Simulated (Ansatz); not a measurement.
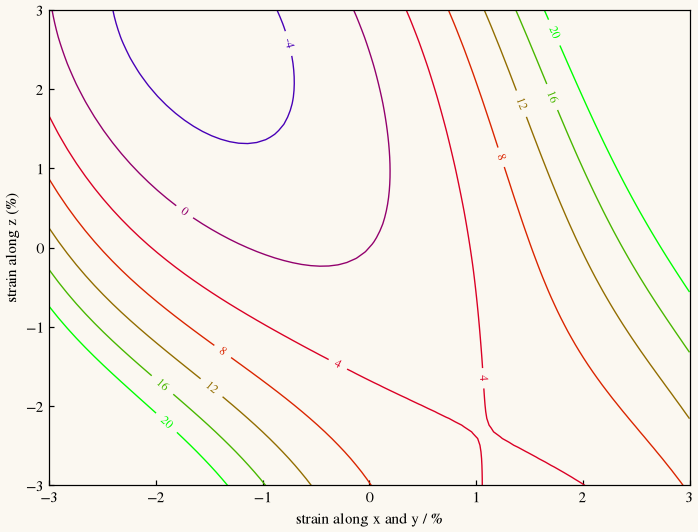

Energy landscape of Sb (P6_3/mmc, No. 194; 2 atoms in the cell). The cell is strained homogeneously, by one strain along x and y and another along z, with fractional coordinates fixed (x along [1 0 0], z along [0 0 1] of the conventional cell). First axis: strain along x and y. Second axis: strain along z. The grid has 5 × 5 points. All energies are given in meV/atom relative to the unstrained cell. The reference cell is the one listed in the database, not relaxed at this level. Method: Ansatz, DFT PBE+D3(BJ), scalar-relativistic, plane waves, PAW. Settings: cutoff 420 eV, k-mesh 18×18×10 in the order of the run's cell vectors, gaussian smearing 0.15 eV, no spin polarisation.

The picture shows contour lines labelled in meV/atom (none above 20). Between grid points the surface is interpolated. 

### Summarise what can be read from the map.

The lowest grid point is at strain along x and y = −1.5 %, strain along z = 3.0 %, −5.6 meV/atom from the unstrained cell. It lies on the edge of the grid, but the force there points inwards, so the minimum lies inside the range. The highest grid point, strain along x and y = −3.0 %, strain along z = −3.0 %, lies 51.5 meV/atom above the lowest.
